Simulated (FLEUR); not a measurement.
## 2 ML Co on Au(111), 3 substrate layers: from one collinear state to anisotropy

One state of 2 ML Co on Au(111), 3 substrate layers is converged without symmetry. Force theorems then give its anisotropy.

Method: PBE; all-electron FLAPW film, Dirac cores, scalar-relativistic bands, in FLEUR MaX-R8.1.

## 1. The starting structure

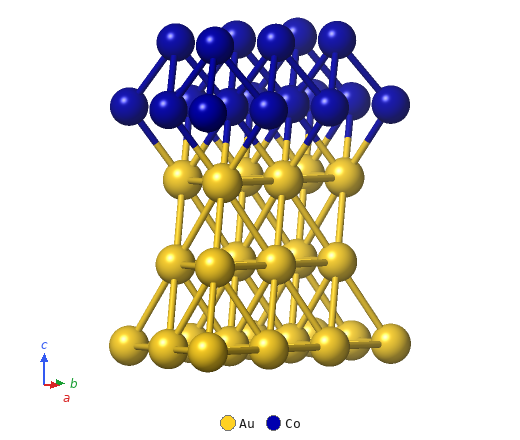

Start, viewed from the side, with the c axis up; gold yellow, cobalt blue. 2×3×1 cells are drawn. Some periodic images of atoms are drawn too.

The cell holds 5 atoms: 3 Au and 2 Co. Cell: a = 2.884 Å, b = 2.884 Å, c = 22.689 Å, α = 90.0°, β = 90.0°, γ = 120.0°. Pseudomorphic film, hard-sphere layer spacings, unrelaxed. Vacuum lies along c.

As a file:

```xyz
5
Lattice="2.8837 0.0000 0.0000 -1.4419 2.4974 0.0000 0.0000 0.0000 22.6894" Properties=species:S:1:pos:R:3
Au    0.0000    0.0000    7.0000
Au    1.4419    0.8325    9.3546
Au    0.0000    1.6649   11.7092
Co    0.0000    0.0000   13.8245
Co    1.4419    0.8325   15.6895
```

## 2. Self-consistent state

The force theorems are single passes in this state's potential, so it has to be converged first.

No symmetry is used, so that later steps may turn the spins freely; k and −k are joined. FLEUR takes the sheet as a true film: the images along c are dropped, heights are typed in bohr, and the vacuum on both sides is semi-infinite. inpgen writes inp.xml from crystal.txt; cutoffs, mixing, functional, smearing and local orbitals are then set in the file. The k list scf (kpts.xml, not shown) is a Γ-centred 10×10×1 mesh; where the ranks do not divide the number of points, some are split in two of half the weight.

Contents of inp.xml:

```
<?xml version="1.0" encoding="UTF-8" standalone="no"?>
<fleurInput fleurInputVersion="0.39">
   <comment>
      Co2Au3
   </comment>
   <calculationSetup>
      <cutoffs Kmax="3.66" Gmax="11.0" GmaxXC="11.0" numbands="0"/>
      <scfLoop itmax="150" minDistance="0.00002" maxIterBroyd="15" imix="Anderson" alpha="0.03" precondParam="0.0" spinf="2.0" sdNocoIR="T"/>
      <coreElectrons ctail="F" frcor="F" kcrel="0" coretail_lmax="0"/>
      <xcFunctional name="pbe" relativisticCorrections="F"/>
      <magnetism jspins="2" l_noco="F" l_ss="F">
         <qss>0.0 0.0 0.0</qss>
         <mtNocoParams l_mperp="F" l_mtNocoPot="F" l_relaxSQA="F" mag_mixing_scheme="0" mix_RelaxWeightOffD="1.0" l_constrained="F" mix_constr="1.0"/>
         <sourceFreeMag l_sourceFree="F" l_scaleMag="F" mag_scale="1.0"/>
      </magnetism>
      <soc l_soc="F" theta="0.0" phi="0.0" spav="F"/>
      <expertModes spex="0" secvar="F"/>
      <geometryOptimization l_f="F" forcealpha="1.0" forcemix="BFGS" epsdisp="0.00001" epsforce="0.00001"/>
      <ldaU l_linMix="F" mixParam="0.05" spinf="1.0"/>
   </calculationSetup>
   <cell>
      <bzIntegration valenceElectrons="85.0" mode="hist" fermiSmearingEnergy="0.00183747">
         <kPointListSelection listName="scf"/>
         <xi:include xmlns:xi="http://www.w3.org/2001/XInclude" href="kpts.xml"> </xi:include>
      </bzIntegration>
      <xi:include xmlns:xi="http://www.w3.org/2001/XInclude" href="sym.xml"> </xi:include>
      <filmLattice scale="1.0" dVac="22.4" dTilda="24.9">
         <bravaisMatrixFilm>
            <row-1>    5.4494027270181657     0.0000001156701361</row-1>
            <row-2>   -2.7247014636929130     4.7193211392160981</row-2>
         </bravaisMatrixFilm>
         <vacuumEnergyParameters vacuum="1" spinUp="-.25" spinDown="-.25"/>
         <vacuumEnergyParameters vacuum="2" spinUp="-.25" spinDown="-.25"/>
      </filmLattice>
   </cell>
   <atomSpecies>
      <species name="Gold (Au)" element="Au" atomicNumber="79">
         <mtSphere radius="2.59" gridPoints="857" logIncrement="0.016"/>
         <atomicCutoffs lmax="10" lnonsphr="8"/>
         <electronConfig flipSpins="F">
            <coreConfig>(1s1/2) (2s1/2) (2p1/2) (2p3/2) (3s1/2) (3p1/2) (3p3/2) (4s1/2) (3d3/2) (3d5/2) (4p1/2) (4p3/2) (5s1/2) (4d3/2) (4d5/2) (4f5/2) (4f7/2)</coreConfig>
            <valenceConfig>(5p1/2) (5p3/2) (6s1/2) (5d3/2) (5d5/2)</valenceConfig>
            <stateOccupation state="(6s1/2)" spinUp="0.500000" spinDown="0.500000"/>
         </electronConfig>
         <energyParameters s="6" p="6" d="5" f="5"/>
         <lo type="SCLO" l="1" n="5" eDeriv="0"/>
      </species>
      <species name="Cobalt (Co2.001" element="Co" atomicNumber="27">
         <mtSphere radius="2.24" gridPoints="741" logIncrement="0.016"/>
         <atomicCutoffs lmax="8" lnonsphr="6"/>
         <electronConfig flipSpins="F">
            <coreConfig>(1s1/2) (2s1/2) (2p1/2) (2p3/2)</coreConfig>
            <valenceConfig>(3s1/2) (3p1/2) (3p3/2) (4s1/2) (3d3/2) (3d5/2)</valenceConfig>
            <stateOccupation state="(3d3/2)" spinUp="1.5005" spinDown="1.2995"/>
            <stateOccupation state="(3d5/2)" spinUp="3.0" spinDown="1.2"/>
         </electronConfig>
         <energyParameters s="4" p="4" d="3" f="4"/>
         <lo type="SCLO" l="0" n="3" eDeriv="0"/>
         <lo type="SCLO" l="1" n="3" eDeriv="0"/>
      </species>
   </atomSpecies>
   <atomGroups>
      <atomGroup species="Gold (Au)">
         <filmPos label="                   1">.0000000000 .0000000000 -8.2103572427</filmPos>
         <force calculate="T" relaxXYZ="TTT"/>
         <nocoParams  alpha="0.0" beta="0.0"/>
      </atomGroup>
      <atomGroup species="Gold (Au)">
         <filmPos label="                   2">-1.000/3.000 1.000/3.000 -3.7607704132</filmPos>
         <force calculate="T" relaxXYZ="TTT"/>
         <nocoParams  alpha="0.0" beta="0.0"/>
      </atomGroup>
      <atomGroup species="Gold (Au)">
         <filmPos label="                   3">1.000/3.000 -1.000/3.000 .6887735394</filmPos>
         <force calculate="T" relaxXYZ="TTT"/>
         <nocoParams  alpha="0.0" beta="0.0"/>
      </atomGroup>
      <atomGroup species="Cobalt (Co2.001">
         <filmPos label="                   4">.0000000000 .0000000000 4.6860525958</filmPos>
         <force calculate="T" relaxXYZ="TTT"/>
         <nocoParams  alpha="0.0" beta="0.0"/>
      </atomGroup>
      <atomGroup species="Cobalt (Co2.001">
         <filmPos label="                   5">-1.000/3.000 1.000/3.000 8.2103572427</filmPos>
         <force calculate="T" relaxXYZ="TTT"/>
         <nocoParams  alpha="0.0" beta="0.0"/>
      </atomGroup>
   </atomGroups>
   <output dos="F" band="F" slice="F">
      <bandDOS minEnergy="-.5*Htr" maxEnergy="0.5*Htr" sigma="0.015" storeEVData="T"/>
      <plotting iplot="0" polar="F">
         <plot TwoD="T" vec1="  1.0  0.0  0.0" vec2="  0.0  1.0  0.0" vec3="  0.0  0.0  1.0" zero="  0.0  0.0 -0.5" file="plot"/>
      </plotting>
      <moessbauerParams electricFieldGradient="F" isomerShift="F" coreHyperfine="F" valenceHyperfine="F"/>
   </output>
</fleurInput>
```

Contents of crystal.txt:

```
Co2Au3
&input film=T cartesian=F /
2.88369973621  0.00000006121  0.00000000000
-1.44184992112  2.49735719784  0.00000000000
0.00000000000  0.00000000000  1.00000000000
1.8897261246
1.0 1.0 1.0

5
79 0.00000000000  0.00000000000  -8.21035724269
79 0.66666666667  0.33333333333  -3.76077041320
79 0.33333333333  0.66666666667  0.68877353944
27 0.00000000000  0.00000000000  4.68605259579 : 2.001
27 0.66666666667  0.33333333333  8.21035724269 : 2.001

&kpt div1=10 div2=10 div3=1 gamma=T /
```

On the command line:

```sh
$ OMP_NUM_THREADS=1 inpgen -f crystal.txt -nosym -noco > inpgen.log  # inp.xml is then edited as shown
$ OMP_NUM_THREADS=1 mpirun -n 8 fleur_MPI > fleur.log
```

The program printed:

```text
Welcome to FLEUR        (www.flapw.de)
      MaX-Release 8.1          (www.max-centre.eu)

 ========== k-point set info ==========
 Selected k-point list: scf
 k-point list type: mesh
 0 x 0 x 0
 Number of k points: 56

 ------------Calculation Setup---------------------------
 Number of MPI-tasks      :            8
 Number of PE/node        :            8
 Number of OMP-threads    :            1
 k-points in parallel     :            8
 pe's per k-point         :            1
 No of k-point loops      :            7
 Eigenvalue solver        :       lapack
 Number of basis functions:          575
 Approximate size of matrices (H+S) per k-point:         0.010 GB
 --------------------------------------------------------
 Iteration:     1   Distance:      59.25731697 me/bohr^3
 Iteration:     2   Distance:     113.51471419 me/bohr^3
 Iteration:     3   Distance:      34.69242927 me/bohr^3
 Iteration:     4   Distance:      52.43987203 me/bohr^3
 Iteration:     5   Distance:      28.94837193 me/bohr^3
 Iteration:     6   Distance:      21.99798966 me/bohr^3
 Iteration:     7   Distance:      11.37722358 me/bohr^3
 Iteration:     8   Distance:      12.40769025 me/bohr^3
 Iteration:     9   Distance:      12.27024326 me/bohr^3
 Iteration:    10   Distance:       5.99304789 me/bohr^3
[... 39 iterations left out ...]
 Iteration:    50   Distance:       0.00040309 me/bohr^3
 Iteration:    51   Distance:       0.00031658 me/bohr^3
 Iteration:    52   Distance:       0.00023444 me/bohr^3
 Iteration:    53   Distance:       0.00026455 me/bohr^3
 Iteration:    54   Distance:       0.00011601 me/bohr^3
 Iteration:    55   Distance:       0.00008331 me/bohr^3
 Iteration:    56   Distance:       0.00004812 me/bohr^3
 Iteration:    57   Distance:       0.00002106 me/bohr^3
 Iteration:    58   Distance:       0.00003154 me/bohr^3
 Iteration:    59   Distance:       0.00001183 me/bohr^3

 ********************************************************************
 Run finished successfully
 Stop message:
   all done
 ********************************************************************

--- out.xml (last complete iteration) ---
<iteration numberForCurrentRun="   59" overallNumber="   59">
         [... left out ...]
         <bandgap value="0.0000000000" units="eV"/>
         <sumValenceSingleParticleEnergies value="-97.1261175039" units="Htr"/>
         <FermiEnergy value="-0.1583598131" units="Htr"/>
         <valenceDensity>
            <mtCharges spin="1">
               <mtCharge atomType="1" total="7.8319283" s="0.2840209" p="3.1372639" d="4.3894837" f="0.0158716"/>
               <mtCharge atomType="2" total="7.8768012" s="0.2730921" p="3.1754099" d="4.3991444" f="0.0220347"/>
               <mtCharge atomType="3" total="7.9084614" s="0.2910251" p="3.1936758" d="4.3945236" f="0.0219886"/>
               <mtCharge atomType="4" total="8.7896523" s="1.1618642" p="3.1186547" d="4.4999891" f="0.0070759"/>
               <mtCharge atomType="5" total="8.7823159" s="1.1703329" p="3.0805918" d="4.5262321" f="0.0039354"/>
            </mtCharges>
            <mtCharges spin="2">
               <mtCharge atomType="1" total="7.8257950" s="0.2825753" p="3.1337258" d="4.3884274" f="0.0157909"/>
               <mtCharge atomType="2" total="7.8705457" s="0.2739165" p="3.1732129" d="4.3943853" f="0.0219432"/>
               <mtCharge atomType="3" total="7.8767094" s="0.2965377" p="3.1967197" d="4.3543622" f="0.0223704"/>
               <mtCharge atomType="4" total="6.8593153" s="1.1621897" p="3.1357590" d="2.5521937" f="0.0072557"/>
               <mtCharge atomType="5" total="6.7882230" s="1.1667188" p="3.0987403" d="2.5176469" f="0.0040795"/>
            </mtCharges>
            <spinDependentCharge spin="1" total="44.4288691" interstitial="3.1598309" mtSpheres="41.1891591" vacuum1="0.0357186" vacuum2="0.0441606"/>
            <spinDependentCharge spin="2" total="40.5711311" interstitial="3.2768225" mtSpheres="37.2205883" vacuum1="0.0307541" vacuum2="0.0429663"/>
            <totalCharge value="85.0000002483"/>
         </valenceDensity>
         [... left out ...]
         <allElectronCharges>
            <spinDependentCharge spin="1" total="147.4288691" interstitial="3.1604412" mtSpheres="144.1885487" vacuum1="0.0357186" vacuum2="0.0441606"/>
            <spinDependentCharge spin="2" total="143.5711311" interstitial="3.2774330" mtSpheres="140.2199777" vacuum1="0.0307541" vacuum2="0.0429663"/>
            <totalCharge value="291.0000002534"/>
         </allElectronCharges>
         <magneticMomentsInMTSpheres units="muBohr">
            <globalMagMoment atomType="1" vec="0.00000   0.00000   0.00613"/>
            <localMagMoment atomType="1" vec="0.00000   0.00000   0.00613"/>
            <globalMagMoment atomType="2" vec="0.00000   0.00000   0.00626"/>
            <localMagMoment atomType="2" vec="0.00000   0.00000   0.00626"/>
            <globalMagMoment atomType="3" vec="0.00000   0.00000   0.03175"/>
            <localMagMoment atomType="3" vec="0.00000   0.00000   0.03175"/>
            <globalMagMoment atomType="4" vec="0.00000   0.00000   1.93034"/>
            <localMagMoment atomType="4" vec="0.00000   0.00000   1.93034"/>
            <globalMagMoment atomType="5" vec="0.00000   0.00000   1.99409"/>
            <localMagMoment atomType="5" vec="0.00000   0.00000   1.99409"/>
         </magneticMomentsInMTSpheres>
         <moessbauerParams unitsHFF="kG" unitsIS="e/bohr^3" unitsEFG="Htr/bohr^2">
         </moessbauerParams>
         <totalEnergy value="   -59930.6368089403" units="Htr">
            <sumOfEigenvalues value="   -36890.8459829839">
               <coreElectrons value="-36793.7198654800"/>
               <valenceElectrons value="-97.1261175039"/>
            </sumOfEigenvalues>
            <densityCoulombPotentialIntegral value="-103793.9980235732"/>
            <densityEffectivePotentialIntegral value="-105383.9752330972"/>
            <chargeDenXCDenIntegral value="-1215.8378677138"/>
            <FockExchangeEnergyValence value="0.0000000000"/>
            <FockExchangeEnergyCore value="0.0000000000"/>
            <atomTypeDependentContributions atomType="1">
               <electronNucleiInteractionDifferentMTs value="23974.3929310112"/>
               <MadelungTerm value="-15.2174613348"/>
            </atomTypeDependentContributions>
            <atomTypeDependentContributions atomType="2">
               <electronNucleiInteractionDifferentMTs value="23976.0442133051"/>
               <MadelungTerm value="-13.1254659396"/>
            </atomTypeDependentContributions>
            <atomTypeDependentContributions atomType="3">
               <electronNucleiInteractionDifferentMTs value="23976.4713919127"/>
               <MadelungTerm value="-12.6322042896"/>
            </atomTypeDependentContributions>
            <atomTypeDependentContributions atomType="4">
               <electronNucleiInteractionDifferentMTs value="1665.7415913169"/>
               <MadelungTerm value="-5.7603920460"/>
            </atomTypeDependentContributions>
            <atomTypeDependentContributions atomType="5">
               <electronNucleiInteractionDifferentMTs value="1665.2522868979"/>
               <MadelungTerm value="-6.2912414995"/>
            </atomTypeDependentContributions>
            <tkbTimesEntropy value="0.0012246041"/>
            <freeEnergy value="-59930.6380335444"/>
            <extrapolationTo0K value="-59930.6374212424"/>
         </totalEnergy>
         <densityConvergence units="me/bohr^3">
            <chargeDensity spin="1" distance="0.0000032256"/>
            <chargeDensity spin="2" distance="0.0000107734"/>
            <overallChargeDensity distance="0.0000118334"/>
            <spinDensity distance="0.0000106259"/>
         </densityConvergence>
      </iteration>
```

It took 7.9 min on 8 MPI ranks of Arm Neoverse V1, shared host; peak memory 2.1 GiB.

Spin moment in the muffin-tin sphere by atom:

```
atom  spin moment in the muffin-tin sphere (μB)
 Au1                                       0.01
 Au2                                       0.01
 Au3                                       0.03
 Co4                                       1.93
 Co5                                       1.99
```

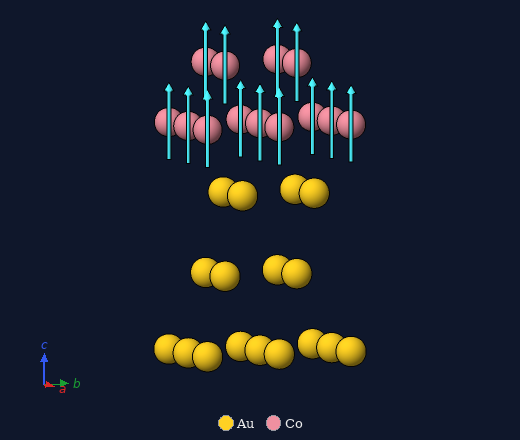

Spin moment in the muffin-tin sphere as arrows, the longest 1.99 μB. Up and down stand for the sign. Arrows give size and sign along the axis of quantisation, drawn up and down the page. 2×2×1 cells are drawn. Some periodic images of atoms are drawn too.

Read from the output:

* free energy: -1630795.7395 eV
* program's band gap on this mesh (in a metal only a level spacing): 0 eV
* magnetization: 3.858 μB
* final state: ferromagnetic

After 59 cycles the largest moment stands at 1.99 μB.

## 3. Anisotropy by the force theorem, rung 1

Anisotropy is a small difference, so it is taken from sums over occupied states at a frozen potential, where most errors cancel.

One pass with spin–orbit coupling for each direction, from the saved density. The k list mae (kpts.xml, not shown) is a Γ-centred 16×16×1 mesh.

Edit inp.xml of step 2 so:

```diff
@@ -6,4 +6,4 @@
    <calculationSetup>
-      <cutoffs Kmax="3.66" Gmax="11.0" GmaxXC="11.0" numbands="0"/>
-      <scfLoop itmax="150" minDistance="0.00002" maxIterBroyd="15" imix="Anderson" alpha="0.03" precondParam="0.0" spinf="2.0" sdNocoIR="T"/>
+      <cutoffs Kmax="3.66" Gmax="11.0" GmaxXC="11.0" numbands="165"/>
+      <scfLoop itmax="1" minDistance="0.00002" maxIterBroyd="15" imix="Anderson" alpha="0.03" precondParam="0.0" spinf="2.0" sdNocoIR="T"/>
       <coreElectrons ctail="F" frcor="F" kcrel="0" coretail_lmax="0"/>
@@ -15,3 +15,3 @@
       </magnetism>
-      <soc l_soc="F" theta="0.0" phi="0.0" spav="F"/>
+      <soc l_soc="T" theta="0.0" phi="0.0" spav="F"/>
       <expertModes spex="0" secvar="F"/>
@@ -22,3 +22,3 @@
       <bzIntegration valenceElectrons="85.0" mode="hist" fermiSmearingEnergy="0.00183747">
-         <kPointListSelection listName="scf"/>
+         <kPointListSelection listName="mae"/>
          <xi:include xmlns:xi="http://www.w3.org/2001/XInclude" href="kpts.xml"> </xi:include>
@@ -95,2 +95,5 @@
    </output>
+   <forceTheorem>
+      <MAE theta="0.0 1.5707963 1.5707963" phi="0.0 0.0 1.5707963"/>
+   </forceTheorem>
 </fleurInput>
```

On the command line:

```sh
$ OMP_NUM_THREADS=1 mpirun -n 8 fleur_MPI -warn_only > fleur.log
```

The program printed:

```text
[banner, memory and clock lines left out]
Welcome to FLEUR        (www.flapw.de)
      MaX-Release 8.1          (www.max-centre.eu)

 ========== k-point set info ==========
 Selected k-point list: mae
 k-point list type: mesh
 0 x 0 x 0
 Number of k points: 256

 [... set-up left out ...]
 ********************************************************************
 Run finished successfully
 Stop message:
   Forcetheorem MAE
 ********************************************************************

--- out.xml (force theorem) ---
<Forcetheorem_MAE Angles="3" units="Htr">
            <Angle theta="0.0000000" phi="0.0000000" ev-sum="-97.244997259"/>
            <Angle theta="1.5707963" phi="0.0000000" ev-sum="-97.244986266"/>
            <Angle theta="1.5707963" phi="1.5707963" ev-sum="-97.244986699"/>
         </Forcetheorem_MAE>
```

It took 2.2 min on 8 MPI ranks; peak memory 2.8 GiB.

Anisotropy energies, by row:

```
axis  x  y  z  band energy less the first axis' (meV a cell)
   z  0  0  1                                              0
   x  1  0  0                                         0.2991
   y  0  1  0                                         0.2874
```

Shape anisotropy is not in these numbers.

## 4. Energy against the direction of the moments, rung 2

A second rung shows how far the first can be trusted.

The k list mae (kpts.xml, not shown) is a Γ-centred 26×26×1 mesh.

inp.xml is that of step 3.

The program printed:

```text
[banner, memory and clock lines left out]
Welcome to FLEUR        (www.flapw.de)
      MaX-Release 8.1          (www.max-centre.eu)

 ========== k-point set info ==========
 Selected k-point list: mae
 k-point list type: mesh
 0 x 0 x 0
 Number of k points: 680

 [... set-up left out ...]
 ********************************************************************
 Run finished successfully
 Stop message:
   Forcetheorem MAE
 ********************************************************************

--- out.xml (force theorem) ---
<Forcetheorem_MAE Angles="3" units="Htr">
            <Angle theta="0.0000000" phi="0.0000000" ev-sum="-97.245636904"/>
            <Angle theta="1.5707963" phi="0.0000000" ev-sum="-97.245621360"/>
            <Angle theta="1.5707963" phi="1.5707963" ev-sum="-97.245621413"/>
         </Forcetheorem_MAE>
```

It took 5.7 min on 8 MPI ranks; peak memory 5.3 GiB; 46 min of CPU time.

Anisotropy energies, by row:

```
axis  x  y  z  band energy less the first axis' (meV a cell)
   z  0  0  1                                              0
   x  1  0  0                                          0.423
   y  0  1  0                                         0.4215
```

(Continued in part 2 of 2.)

[Logs and program files are shortened in this print: banners, set-up blocks, solver, clock and traceback lines can be left out without a mark of their own.]

[Logs are printed without paths, hosts, clocks, repeated set-up lines and the standing remarks that a program may print on its own settings, such as how far it seeks lower states.]

[Hosts, paths, dates, database ids (printed as entryN), source tags and the programs' standing remarks are cut or masked in the printed files.]

[Where a cell is said to come from a database of computed structures, the database is the Materials Project.]
